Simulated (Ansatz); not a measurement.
## Ge: geometry relaxation (part 1 of 2)

- system: Ge (2 atoms in the cell)
- method: DFT r2SCAN, scalar-relativistic, plane waves, PAW, no spin polarisation (Ansatz 0.2.0)

The structure derives from a Materials Project entry. Figures and captions count atoms from 1; the log counts them from 0 in places.

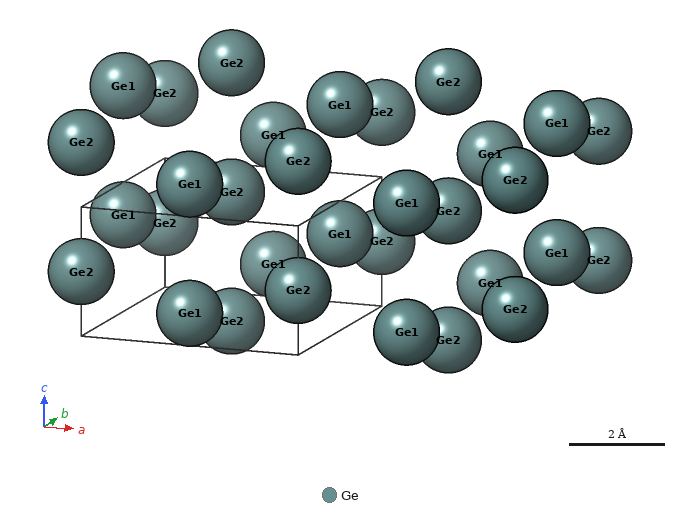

*The structure as given in the input (spheres-only view of the cell 2 times as large as that of the calculation, set on its symmetry axes, repeated 2 × 1 × 2, seen slightly off an axis; atoms are numbered from 1 in the order of the input).*

**Summary**

- outcome: converged
- space group (tolerance 0.01 Å): I4₁/amd (141)
- electrons treated: 28
- free energy: −8604.9978 eV
- Fermi energy: 12.614 eV
- gap on the k-point mesh: none (metallic)
- pressure: 9.80 GPa
- final volume: 33.75 Å³
- largest force (length of the vector) at the end: under 0.001 eV/Å
- final cell: a = 3.769 Å, b = 3.769 Å, c = 3.769 Å, α = 97.57°, β = 97.57°, γ = 137.42°
- hardware: 2 threads of Arm Neoverse V2, 24 GiB of memory available, shared host
- wall time: 96 s (CPU time 3.2 min)
- peak memory: 0.71 GiB

The cell was relaxed to the target pressure of the input; what is minimised is then the enthalpy E + pV.

**The input**
```yaml
crystal:
  lattice:
    - [-2.4541268391, 2.4541268391, 1.3994199567]
    - [2.4541268391, -2.4541268391, 1.3994199567]
    - [2.4541268391, 2.4541268391, -1.3994199567]
  atoms:
    - { symbol: Ge, position: [0.25, 0.75, 0.5] }
    - { symbol: Ge, position: [0.5, 0.5, 0.0] }
basis:
  ecutwfc: 500
kpoints:
  mp_grid: { grid: [18, 18, 18] }
hamiltonian:
  xc: r2scan
scf:
  occupations: { method: fermi_dirac, width: 0.1 }
output:
  forces: true
  stress: true
  eigenvalues: true
  write_density: true
  write_potential: true
  elf: true
  volumetric_format: npy
relax:
  adjacent_minimum: "off"
  f_tol: 0.002
  max_steps: 60
  cell: { stress_tol: 0.02, p_target: 9.8 }
```

Launch command:
```bash
ansatz run input.yaml --threads 2 --pin off --max-ram 5120MiB --backend cpu --events-out ev --progress --plain --runs-dir out
```

**Log**
```
Engine: ansatz 0.2.0, aarch64-unknown-linux-gnu
Pseudopotentials: kind: paw
Pseudopotential: Ge, paw, valence charge 14, recommended cutoff 500 eV (meta_gga), Ge.paw.azcp
Functional definition: r2SCAN
  parameter k0 = 0.174
  parameter k1 = 0.065
  parameter a1 = 4.9479
  exchange = r2scan_x(k0 = k0, k1 = k1, a1 = a1)
  correlation = r2scan_c
Crystal: 2 atoms, lattice volume = 33.713 Å³
Basis set: ecut = 500 eV, 829 PW (Γ), exchange–correlation on 120×120×120 points (64 copies of the dense FFT grid, shifted against one another)
Bands: 18, of which v1, the nominal top of the filled ones, is band 14 counted from 1 (13 counted from 0)
Symmetry: 16 space group operations
Space group: I41/amd (ITA 141), of the structure as read, at distance tolerance 3.2e-5 Å
k-points: 480 of 5832
Non-local potential: Ge, projectors of the file, l = 0: 2, l = 1: 2, l = 2: 3, l = 3: 1
PAW form: soft (Blöchl's): semilocal exchange-correlation on the pseudo side does not see the compensation charge
PAW frozen core: Ge, regenerated for the run's functional (the file was generated under x = pbe(κ = 0.804, μ = 0.2195149727645171), c = pbe(β = 0.06672455060314922))
PAW one-centre angular grid: Ge, 590 points (default); XC on 160 Gauss nodes
Initial density: superposition of atomic densities (neutral atoms: chi_scale 0, normalization atom), corrected by the library's trained network
Initial wavefunctions: pseudopotential atomic-orbital guess
Functional: x = r2scan, c = r2scan; τ floored in thin density (d = 2e-4 eV/Å³)
SCF iter   1: F=—  HF=-8604.943456 eV  |F-HF|=—  |Δ(HF+E_count)|=         —  Δρ=7.42e-3  dr2=5.98e-3  dr2_τ=3.45e-3  ethr=1.77e-3  ⟨swp⟩=5.2  Hψ=35983  notcnv=0
preconditioner: auto → Kerker (q_TF=auto, 2.645 Å⁻¹)  [metal: Δε(μ)=0.006 eV  Ē_g=25.037 eV  σ=0.100 eV  W_gap=0.01  n_scr=16 (ndim 8)  ℏωp=33.8 eV  f_vac=0.000  D(μ)=0.60/eV (n_scr^D=0)]
SCF iter   2: F=—  HF=-8604.984592 eV  |F-HF|=—  |Δ(HF+E_count)|=   4.11e-2  Δρ=2.87e-3  dr2=1.32e-3  dr2_τ=2.59e-5  ethr=2.14e-5  ⟨swp⟩=2.0  Hψ=21120  notcnv=0
SCF iter   3: F=—  HF=-8604.985362 eV  |F-HF|=—  |Δ(HF+E_count)|=   7.70e-4  Δρ=1.94e-3  dr2=7.13e-4  dr2_τ=7.54e-6  ethr=4.72e-6  ⟨swp⟩=1.0  Hψ=8640  notcnv=0
SCF iter   4: F=—  HF=-8604.985856 eV  |F-HF|=—  |Δ(HF+E_count)|=   4.94e-4  Δρ=3.46e-4  dr2=2.56e-5  dr2_τ=2.62e-7  ethr=2.55e-6  ⟨swp⟩=2.0  Hψ=10581  notcnv=0
SCF iter   5: F=—  HF=-8604.985869 eV  |F-HF|=—  |Δ(HF+E_count)|=   1.31e-5  Δρ=9.29e-5  dr2=3.16e-6  dr2_τ=2.20e-8  ethr=9.13e-8  ⟨swp⟩=2.0  Hψ=15394  notcnv=0
SCF iter   6: F=-8604.985871 eV  HF=-8604.985871 eV  |F-HF|=1.54e-8  |Δ(HF+E_count)|=   2.22e-6  Δρ=1.22e-5  dr2=2.48e-8  dr2_τ=3.74e-10  ethr=3.57e-10  ⟨swp⟩=5.9  Hψ=50327  notcnv=0
SCF 1 converged in 6 iterations: F = -8604.985871 eV  dr2 = 2.48e-8
  greatest PAW one-centre occupation: 0.998 electrons in one spin orbital (limit 2), on the Ge atom at site 1 (counted from 0), in its partial waves of l = 2
relax step   1: F+E_penalty+E_count = -8604.98587098 eV  Δ(F+E_penalty+E_count) = +0.000e0 eV  max|allowed force component| = 2.082e-17 eV/Å  Δτ_max = 0.0000 Å  P = +10.267 GPa  Ω = 33.713 Å³  (6 SCF iters, dr2 threshold 1.00e-7 eV, accepted)
Crystal: 2 atoms, lattice volume = 33.649 Å³
Basis set: ecut = 500 eV, 837 PW (Γ), exchange–correlation on 120×120×120 points (64 copies of the dense FFT grid, shifted against one another)
Initial density: handed on by an earlier stage of this run
Initial wavefunctions: those handed on with the density
iter 1 solved again at ethr=2.88e-6 eV; its pass at ethr=3.10e-3 eV (dr2=8.06e-4 eV) is discarded
SCF iter   1: F=—  HF=-8604.989307 eV  |F-HF|=—  |Δ(HF+E_count)|=         —  Δρ=1.28e-3  dr2=6.43e-4  dr2_τ=6.35e-4  ethr=2.88e-6  ⟨swp⟩=2.0  Hψ=51847  notcnv=0
preconditioner: auto → Kerker (q_TF=auto, 2.646 Å⁻¹)  [metal: Δε(μ)=0.021 eV  Ē_g=24.895 eV  σ=0.100 eV  W_gap=0.05  n_scr=16 (ndim 8)  ℏωp=33.9 eV  f_vac=0.000  D(μ)=0.61/eV (n_scr^D=4)]
SCF iter   2: F=—  HF=-8604.990529 eV  |F-HF|=—  |Δ(HF+E_count)|=   1.22e-3  Δρ=7.87e-4  dr2=2.33e-4  dr2_τ=5.39e-7  ethr=2.30e-6  ⟨swp⟩=2.0  Hψ=10590  notcnv=0
SCF iter   3: F=—  HF=-8604.990486 eV  |F-HF|=—  |Δ(HF+E_count)|=   4.35e-5  Δρ=1.81e-4  dr2=1.41e-5  dr2_τ=2.22e-7  ethr=8.34e-7  ⟨swp⟩=1.8  Hψ=9889  notcnv=0
SCF iter   4: F=—  HF=-8604.990487 eV  |F-HF|=—  |Δ(HF+E_count)|=   1.37e-6  Δρ=8.10e-5  dr2=2.31e-6  dr2_τ=2.67e-8  ethr=5.05e-8  ⟨swp⟩=2.5  Hψ=15445  notcnv=0
SCF iter   5: F=—  HF=-8604.990489 eV  |F-HF|=—  |Δ(HF+E_count)|=   1.76e-6  Δρ=4.10e-5  dr2=4.69e-7  dr2_τ=3.96e-9  ethr=8.26e-9  ⟨swp⟩=2.0  Hψ=10853  notcnv=0
SCF iter   6: F=-8604.990490 eV  HF=-8604.990490 eV  |F-HF|=2.42e-8  |Δ(HF+E_count)|=   7.73e-7  Δρ=8.50e-6  dr2=2.40e-8  dr2_τ=2.31e-10  ethr=7.14e-10  ⟨swp⟩=8.8  Hψ=60896  notcnv=0
SCF 2 converged in 6 iterations: F = -8604.990490 eV  dr2 = 2.40e-8
relax step   2: F+E_penalty+E_count = -8604.99048954 eV  Δ(F+E_penalty+E_count) = -4.619e-3 eV  max|allowed force component| = 6.939e-18 eV/Å  Δτ_max = 0.0000 Å  P = +10.235 GPa  Ω = 33.649 Å³  energy of the carried Pulay correction = +1.179e-5 eV  (6 SCF iters, dr2 threshold 2.00e-7 eV, accepted)
Crystal: 2 atoms, lattice volume = 33.891 Å³
Basis set: ecut = 500 eV, 845 PW (Γ), exchange–correlation on 120×120×120 points (64 copies of the dense FFT grid, shifted against one another)
iter 1 solved again at ethr=8.61e-7 eV; its pass at ethr=3.10e-3 eV (dr2=2.41e-4 eV) is discarded
SCF iter   1: F=—  HF=-8605.005361 eV  |F-HF|=—  |Δ(HF+E_count)|=         —  Δρ=7.81e-4  dr2=2.19e-4  dr2_τ=2.96e-4  ethr=8.61e-7  ⟨swp⟩=2.0  Hψ=47444  notcnv=0
preconditioner: auto → Kerker (q_TF=auto, 2.643 Å⁻¹)  [metal: Δε(μ)=0.012 eV  Ē_g=24.856 eV  σ=0.100 eV  W_gap=0.03  n_scr=16 (ndim 8)  ℏωp=33.8 eV  f_vac=0.000  D(μ)=0.64/eV (n_scr^D=4)]
SCF iter   2: F=—  HF=-8605.006217 eV  |F-HF|=—  |Δ(HF+E_count)|=   8.56e-4  Δρ=5.28e-4  dr2=9.16e-5  dr2_τ=2.57e-7  ethr=7.84e-7  ⟨swp⟩=2.0  Hψ=10595  notcnv=0
SCF iter   3: F=—  HF=-8605.006214 eV  |F-HF|=—  |Δ(HF+E_count)|=   3.05e-6  Δρ=1.10e-4  dr2=4.34e-6  dr2_τ=1.81e-7  ethr=3.27e-7  ⟨swp⟩=2.9  Hψ=15606  notcnv=0
SCF iter   4: F=—  HF=-8605.006212 eV  |F-HF|=—  |Δ(HF+E_count)|=   2.16e-6  Δρ=5.20e-5  dr2=8.54e-7  dr2_τ=1.65e-8  ethr=1.55e-8  ⟨swp⟩=2.0  Hψ=15215  notcnv=0
SCF iter   5: F=—  HF=-8605.006212 eV  |F-HF|=—  |Δ(HF+E_count)|=   5.73e-7  Δρ=3.13e-5  dr2=2.47e-7  dr2_τ=1.79e-9  ethr=7.14e-10  ⟨swp⟩=9.0  Hψ=57066  notcnv=0
SCF iter   6: F=-8605.006213 eV  HF=-8605.006213 eV  |F-HF|=9.83e-9  |Δ(HF+E_count)|=   3.16e-7  Δρ=5.23e-6  dr2=6.99e-9  dr2_τ=6.16e-11  ethr=7.14e-10  ⟨swp⟩=8.9  Hψ=59553  notcnv=0
SCF 3 converged in 6 iterations: F = -8605.006213 eV  dr2 = 6.99e-9
relax step   3: F+E_penalty+E_count = -8605.00621267 eV  Δ(F+E_penalty+E_count) = -1.572e-2 eV  max|allowed force component| = 2.776e-17 eV/Å  Δτ_max = 0.0000 Å  P = +9.294 GPa  Ω = 33.891 Å³  energy of the carried Pulay correction = -9.629e-5 eV  (6 SCF iters, dr2 threshold 2.00e-7 eV, accepted)
Crystal: 2 atoms, lattice volume = 33.684 Å³
iter 1 solved again at ethr=4.70e-8 eV; its pass at ethr=3.10e-3 eV (dr2=1.32e-5 eV) is discarded
SCF iter   1: F=—  HF=-8604.993454 eV  |F-HF|=—  |Δ(HF+E_count)|=         —  Δρ=1.60e-4  dr2=4.27e-6  dr2_τ=7.92e-5  ethr=4.70e-8  ⟨swp⟩=2.0  Hψ=45862  notcnv=0
preconditioner: auto → Kerker (q_TF=auto, 2.646 Å⁻¹)  [metal: Δε(μ)=0.001 eV  Ē_g=24.890 eV  σ=0.100 eV  W_gap=0.00  n_scr=16 (ndim 8)  ℏωp=33.9 eV  f_vac=0.000  D(μ)=0.64/eV (n_scr^D=4)]
SCF iter   2: F=—  HF=-8604.993809 eV  |F-HF|=—  |Δ(HF+E_count)|=   3.55e-4  Δρ=1.59e-4  dr2=5.20e-6  dr2_τ=4.35e-8  ethr=1.52e-8  ⟨swp⟩=2.2  Hψ=15620  notcnv=0
SCF iter   3: F=—  HF=-8604.993813 eV  |F-HF|=—  |Δ(HF+E_count)|=   4.45e-6  Δρ=8.73e-5  dr2=1.69e-6  dr2_τ=1.89e-8  ethr=1.52e-8  ⟨swp⟩=2.5  Hψ=15496  notcnv=0
SCF iter   4: F=-8604.993814 eV  HF=-8604.993814 eV  |F-HF|=1.70e-8  |Δ(HF+E_count)|=   1.38e-6  Δρ=1.71e-5  dr2=4.03e-8  dr2_τ=1.40e-9  ethr=7.14e-10  ⟨swp⟩=5.5  Hψ=53618  notcnv=0
SCF 4 converged in 4 iterations: F = -8604.993814 eV  dr2 = 4.03e-8
relax step   4: F+E_penalty+E_count = -8604.99381447 eV  Δ(F+E_penalty+E_count) = +1.240e-2 eV  max|allowed force component| = 5.204e-18 eV/Å  Δτ_max = 0.0000 Å  P = +10.018 GPa  Ω = 33.684 Å³  energy of the carried Pulay correction = -1.159e-5 eV  (4 SCF iters, dr2 threshold 2.00e-7 eV, accepted)
Crystal: 2 atoms, lattice volume = 33.748 Å³
iter 1 solved again at ethr=1.71e-8 eV; its pass at ethr=3.10e-3 eV (dr2=4.79e-6 eV) is discarded
SCF iter   1: F=—  HF=-8604.997707 eV  |F-HF|=—  |Δ(HF+E_count)|=         —  Δρ=1.02e-4  dr2=3.39e-6  dr2_τ=1.10e-5  ethr=1.71e-8  ⟨swp⟩=2.3  Hψ=47014  notcnv=0
preconditioner: auto → Kerker (q_TF=auto, 2.645 Å⁻¹)  [metal: Δε(μ)=0.004 eV  Ē_g=24.880 eV  σ=0.100 eV  W_gap=0.01  n_scr=16 (ndim 8)  ℏωp=33.8 eV  f_vac=0.000  D(μ)=0.64/eV (n_scr^D=4)]
SCF iter   2: F=—  HF=-8604.997750 eV  |F-HF|=—  |Δ(HF+E_count)|=   4.25e-5  Δρ=6.54e-5  dr2=1.27e-6  dr2_τ=5.96e-9  ethr=1.21e-8  ⟨swp⟩=2.1  Hψ=15221  notcnv=0
SCF iter   3: F=—  HF=-8604.997750 eV  |F-HF|=—  |Δ(HF+E_count)|=   4.33e-7  Δρ=2.69e-5  dr2=2.14e-7  dr2_τ=5.02e-9  ethr=4.55e-9  ⟨swp⟩=2.0  Hψ=15218  notcnv=0
SCF iter   4: F=-8604.997750 eV  HF=-8604.997750 eV  |F-HF|=1.67e-8  |Δ(HF+E_count)|=   8.01e-8  Δρ=7.66e-6  dr2=2.25e-8  dr2_τ=3.82e-10  ethr=7.14e-10  ⟨swp⟩=7.0  Hψ=51329  notcnv=0
SCF 5 converged in 4 iterations: F = -8604.997750 eV  dr2 = 2.25e-8
relax step   5: F+E_penalty+E_count = -8604.99775025 eV  Δ(F+E_penalty+E_count) = -3.936e-3 eV  max|allowed force component| = 3.469e-18 eV/Å  Δτ_max = 0.0000 Å  P = +9.800 GPa  Ω = 33.748 Å³  energy of the carried Pulay correction = -3.677e-5 eV  (4 SCF iters, dr2 threshold 2.00e-7 eV, accepted)
Initial wavefunctions: pseudopotential atomic-orbital guess (no wavefunctions were taken with the density)
iter 1 solved again at ethr=7.06e-8 eV; its pass at ethr=3.10e-3 eV (dr2=1.98e-5 eV) is discarded
SCF iter   1: F=—  HF=-8604.997766 eV  |F-HF|=—  |Δ(HF+E_count)|=         —  Δρ=1.18e-4  dr2=1.44e-7  dr2_τ=2.32e-7  ethr=7.06e-8  ⟨swp⟩=3.0  Hψ=57237  notcnv=0
SCF iter   2: F=—  HF=-8604.997802 eV  |F-HF|=—  |Δ(HF+E_count)|=   3.64e-5  Δρ=6.05e-5  dr2=4.74e-8  dr2_τ=1.40e-7  ethr=5.15e-10  ⟨swp⟩=2.0  Hψ=15387  notcnv=0
SCF iter   3: F=—  HF=-8604.997815 eV  |F-HF|=—  |Δ(HF+E_count)|=   1.30e-5  Δρ=5.54e-6  dr2=2.67e-9  dr2_τ=8.86e-10  ethr=1.69e-10  ⟨swp⟩=2.3  Hψ=15237  notcnv=0
SCF iter   4: F=—  HF=-8604.997815 eV  |F-HF|=—  |Δ(HF+E_count)|=   5.54e-8  Δρ=2.68e-6  dr2=6.23e-10  dr2_τ=2.26e-10  ethr=9.54e-12  ⟨swp⟩=2.0  Hψ=15398  notcnv=0
SCF iter   5: F=—  HF=-8604.997815 eV  |F-HF|=—  |Δ(HF+E_count)|=   2.09e-8  Δρ=4.50e-7  dr2=6.18e-11  dr2_τ=9.41e-13  ethr=2.22e-12  ⟨swp⟩=3.0  Hψ=15874  notcnv=0
SCF iter   6: F=-8604.997815 eV  HF=-8604.997815 eV  |F-HF|=9.09e-12  |Δ(HF+E_count)|=  4.37e-11  Δρ=9.39e-8  dr2=7.96e-13  dr2_τ=1.32e-13  ethr=1.00e-12  ⟨swp⟩=3.4  Hψ=38930  notcnv=0
SCF 6 converged in 6 iterations: F = -8604.997815 eV  dr2 = 7.96e-13
relax step   6: F+E_penalty+E_count = -8604.99781492 eV  Δ(F+E_penalty+E_count) = -6.467e-5 eV  max|allowed force component| = 1.735e-18 eV/Å  Δτ_max = 0.0000 Å  P = +9.799 GPa  Ω = 33.748 Å³  stress off target by 4.77e-3 GPa  SCF on the basis re-selected at this cell (its energy is not comparable with the rows above)  (6 SCF iters)
```

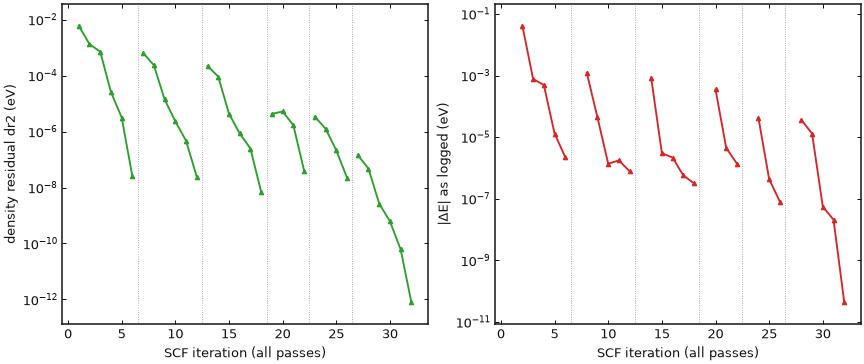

*Convergence of the self-consistent field: density residual dr2 and size of the energy change against the SCF iteration. The dotted lines part the SCF passes of the relaxation: geometry steps, rejected trials and re-solves on a re-selected basis.*

The 6 passes take 4 to 6 iterations each, 32 in all.
